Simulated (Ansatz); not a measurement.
Si8NO14 (cell charge +1, with a compensating background) (cell with a defect)

The calculation's input:

```
crystal:
  lattice:
    - [-4.1801, -4.1801, 0.0]
    - [4.1801, -4.1801, 0.0]
    - [0.0, 0.0, 5.3356]
  atoms:
    - { symbol: Si, position: [0.5, 0.5, 0.0] }
    - { symbol: Si, position: [0.0, 0.5, 0.25] }
    - { symbol: "N", position: [-0.1933, 0.5, 0.0] }
    - { symbol: O, position: [0.0, 0.1933, 0.25] }
    - { symbol: O, position: [0.0, 0.8067, 0.25] }
    - { symbol: Si, position: [0.5, 0.5, 0.5] }
    - { symbol: Si, position: [0.0, 0.5, 0.75] }
    - { symbol: O, position: [0.1933, 0.5, 0.5] }
    - { symbol: O, position: [0.0, 0.1933, 0.75] }
    - { symbol: O, position: [0.8067, 0.5, 0.5] }
    - { symbol: O, position: [0.0, 0.8067, 0.75] }
    - { symbol: Si, position: [0.0, 0.0, 0.0] }
    - { symbol: Si, position: [0.5, 0.0, 0.25] }
    - { symbol: O, position: [0.6933, 0.0, 0.0] }
    - { symbol: O, position: [0.5, 0.6933, 0.25] }
    - { symbol: O, position: [0.3067, 0.0, 0.0] }
    - { symbol: O, position: [0.5, 0.3067, 0.25] }
    - { symbol: Si, position: [0.0, 0.0, 0.5] }
    - { symbol: Si, position: [0.5, 0.0, 0.75] }
    - { symbol: O, position: [0.6933, 0.0, 0.5] }
    - { symbol: O, position: [0.5, 0.6933, 0.75] }
    - { symbol: O, position: [0.3067, 0.0, 0.5] }
    - { symbol: O, position: [0.5, 0.3067, 0.75] }
total_charge: 1
basis:
  ecutwfc: 420.0
kpoints:
  mp_grid: { grid: [2, 2, 2] }
hamiltonian:
  xc: pbe
  dispersion: d3bj
  pseudopotentials: { kind: paw, azcp: { folder: soft_1 } }
scf:
  occupations: { method: fermi_dirac, width: 0.02 }
  lower_state_search: "off"
relax:
  f_tol: 0.03
  max_steps: 60
  adjacent_minimum: "off"
output:
  write_density: true
  write_potential: true
  elf: true
  volumetric_format: npy
```

Launched as:

```sh
ansatz run input.yaml --threads 1 --pin off --max-ram 3072MiB --backend cpu --events-out ev --progress --plain --runs-dir out
```

The fields are those of the run's last geometry, not of the input's.

PAW files of the earlier set (soft_1).

Level of theory: DFT PBE-D3(BJ), scalar-relativistic, plane waves, PAW in Ansatz.

The density is the valence pseudo-density of a PAW calculation; it isn't the true density close to the nuclei.

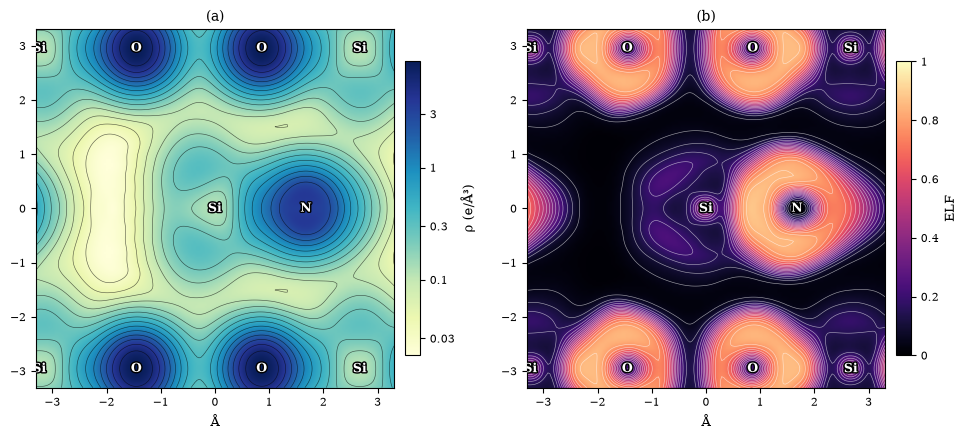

Figure 1. (a) valence pseudo-density; (b) ELF on the (001) plane of the calculation cell.

Q: Interpret the plot.

A:
- The plane passes through Si, N and O nuclei.
- Si–O (1.79 Å): ρ at the midpoint is about 0.88 e/Å³; the ELF peaks at about 0.85 between the atoms.
- Si–O (1.81 Å): ρ is about 0.84 e/Å³ halfway; the ELF peaks at about 0.85 between the atoms.
- Between the atoms the lowest density in this plane is 0.02 e/Å³.
- The ELF also peaks beside O, away from the bonds: lone-pair regions.

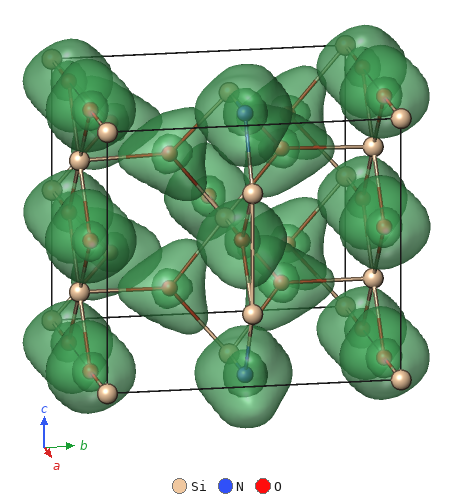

Figure 2. Isosurface of the electron localisation function at 0.7 (green), seen slightly off an axis. Core shells and regions of very low density are left out. Sticks mark near contacts.

Q: Describe the localisation domains.

A: The surface consists of one region on N in which the atom's valence shell and bonds are merged and 14 regions on O in which the atom's valence shell and bonds are merged, counted in one cell of 23 atoms. Regions shared between cells count once. Profiles from the grid: Si–N (1.65 Å): the ELF peaks at about 0.90 between the atoms. Si–O (1.67 Å): the ELF peaks at about 0.85 between the atoms.

Q: Metal or insulator at this level of theory?

A: It is gapped, with a Kohn–Sham gap of 2.4 eV on the k-point mesh (the band edges may lie off the mesh, which would make the gap smaller).
